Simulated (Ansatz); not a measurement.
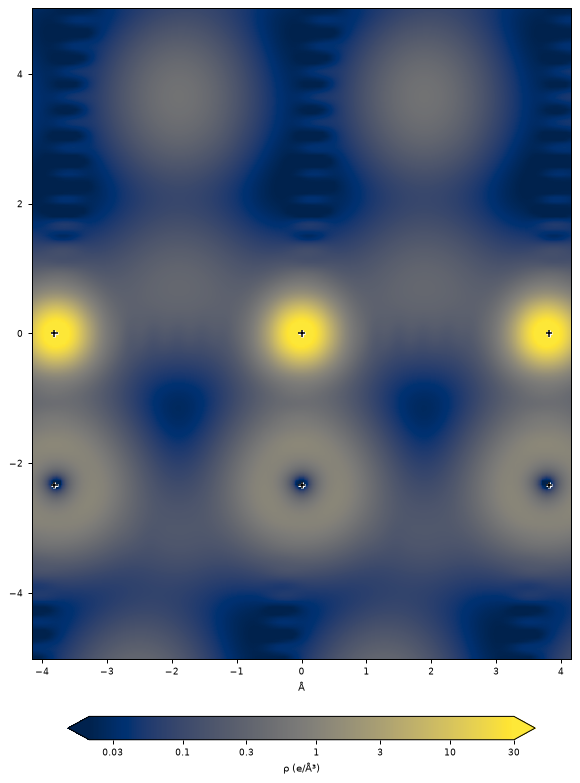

The valence electron density on a plane through atoms (crosses mark nuclei in the plane).

All numbers below come from DFT r2SCAN, scalar-relativistic, plane waves, PAW (Ansatz 0.2.0).

Candidates:
A. AlN, a = 3.09 Å, b = 3.09 Å, c = 4.44 Å, α = 90.00°, β = 90.00°, γ = 90.00°. Space group I-4m2; a structure from a database of computed crystals, not necessarily the ambient phase; changed on purpose from its base cell (strain +0.000 along x and y, +0.015 along z, atoms carried along); computed pressure about −3 GPa in this cell.
B. ZnS, a = 3.81 Å, b = 3.81 Å, c = 9.36 Å, α = 88.05°, β = 86.11°, γ = 60.00°. Space group P1; not relaxed (largest force 0.5 eV/Å).

> Which system is this?

Candidate B: ZnS on the (010) plane of the conventional cell, which holds Zn and S. Zn–S (2.33 Å): ρ at the midpoint is about 0.5 e/Å³.
